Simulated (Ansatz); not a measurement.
# CdS: what the fields show

Input

```
crystal:
  lattice:
    - [0.0, 2.6328839396, 2.6328839396]
    - [2.6328839396, 0.0, 2.6328839396]
    - [2.6328839396, 2.6328839396, 0.0]
  atoms:
    - { symbol: Cd, position: [0.0, 0.0, 0.0] }
    - { symbol: S, position: [0.5, 0.5, 0.5] }
basis:
  ecutwfc: 420
kpoints:
  mp_grid: { grid: [12, 12, 12] }
hamiltonian:
  xc: pbe
scf:
  occupations: { method: gaussian, width: 0.01 }
output:
  forces: true
  stress: true
  eigenvalues: true
  write_density: true
  write_potential: true
  elf: true
  volumetric_format: npy
```

Command:

```sh
ansatz run input.yaml --threads 1 --pin off --max-ram 2560MiB --backend cpu --events-out ev --progress --plain --runs-dir out
```

Below, planes, directions and counts refer to the conventional cell (a = 5.27 Å, b = 5.27 Å, c = 5.27 Å, α = 90.00°, β = 90.00°, γ = 90.00°).

Space group Fm-3m; a structure from a database of computed crystals, not necessarily the ambient phase; changed on purpose from its base cell (volume × 0.88); computed pressure about 12 GPa in this cell.

Level of theory: Ansatz 0.2.0, DFT PBE, scalar-relativistic, plane waves, PAW.

The density is the valence pseudo-density of a PAW calculation; it isn't the true density close to the nuclei.

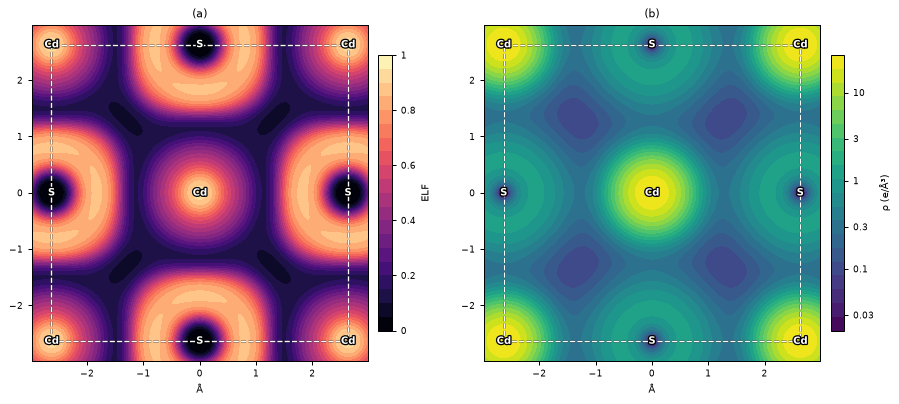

Figure 1. (a) ELF; (b) valence electron density on the (001) plane of the conventional cell.

Question: Read the bonding off the picture.

Answer: Atoms in the plane: Cd and S. Cd–S (2.63 Å): the density is about 0.33 e/Å³ at the midpoint; the ELF peaks at about 0.85 in the valence shell of S, 0.8 Å from its nucleus, and drops to about 0.15 between the two atoms. Between the atoms the lowest density in this plane is 0.09 e/Å³. The features right at Cd lie inside the PAW spheres, where the map follows smoothed inner orbitals and isn't to be read closely.

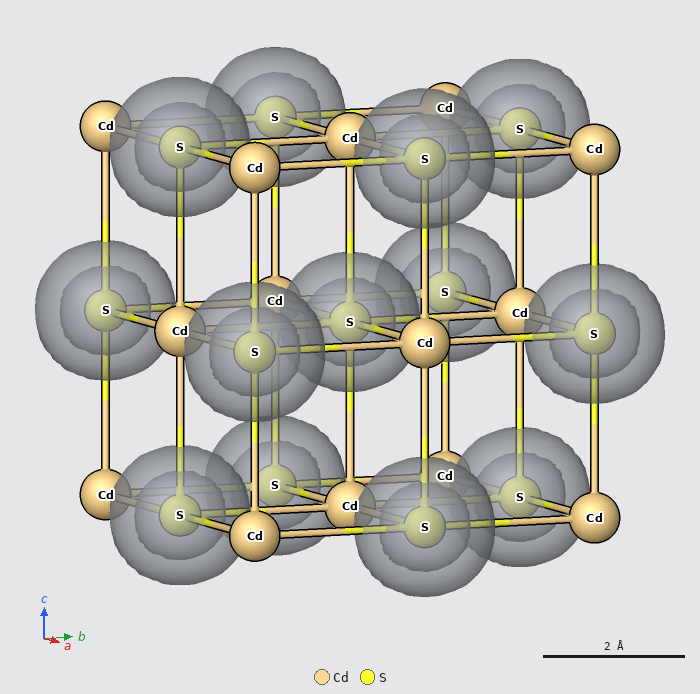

Figure 2. Isosurface of the electron localisation function at 0.8 (grey), seen slightly off an axis. Only the valence region is drawn (cores and ρ < 0.01 e/Å³ removed). Sticks mark near contacts.

Question: Describe the localisation domains.

Answer: The ELF exceeds this value in four regions wrapped around S (the valence shell of each), counted in one cell of 8 atoms. Regions shared between cells count once.
